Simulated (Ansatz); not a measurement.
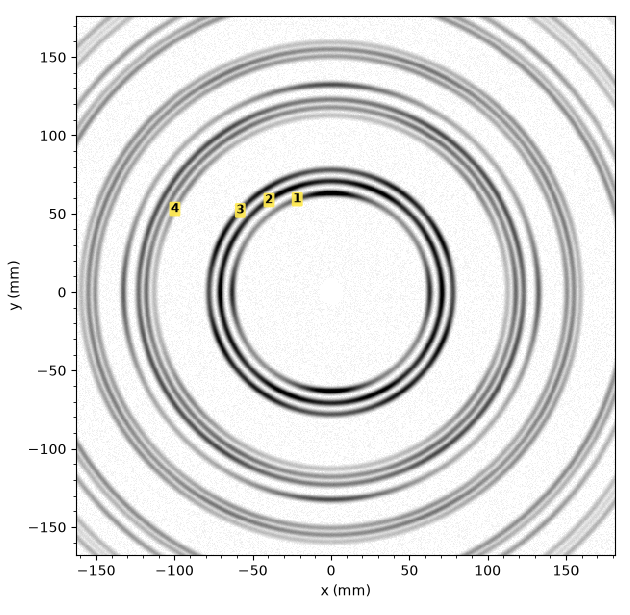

Simulated X-ray powder rings on a flat area detector normal to the beam: λ = 0.4959 Å, sample-to-detector distance 310 mm, axes in mm from the beam centre, for a sample with fibre texture (March–Dollase model, fibre axis vertical in the picture). Kinematic intensities with B = 0.8 Å² for all atoms, without absorption; brightness goes as intensity to the power 0.4, clipped at the top, with counting noise. Reflections closer than the ring width show as one ring.

The sample is Ir, space group Pm-3n, a = 4.944 Å, b = 4.944 Å, c = 4.944 Å, α = 90.00°, β = 90.00°, γ = 90.00°. Basis of the simulation: the geometry relaxed with DFT PBE, scalar-relativistic, plane waves, PAW (Ansatz 0.2.0); the starting structure was generated, so it need not be a known form of this composition.

> Index rings 1 to 4.

```tsv
ring	radius	2θ (°)	d (Å)	hkl
1	63.1 mm	11.51	2.47	200
2	70.9 mm	12.88	2.21	210
3	77.9 mm	14.11	2.02	211
4	112.9 mm	20.01	1.427	222
```

> Which lattice planes lie preferentially normal to the fibre axis?

The (2 0 0) planes: ring 1 is concentrated at the top and bottom of the pattern (March parameter 0.35).
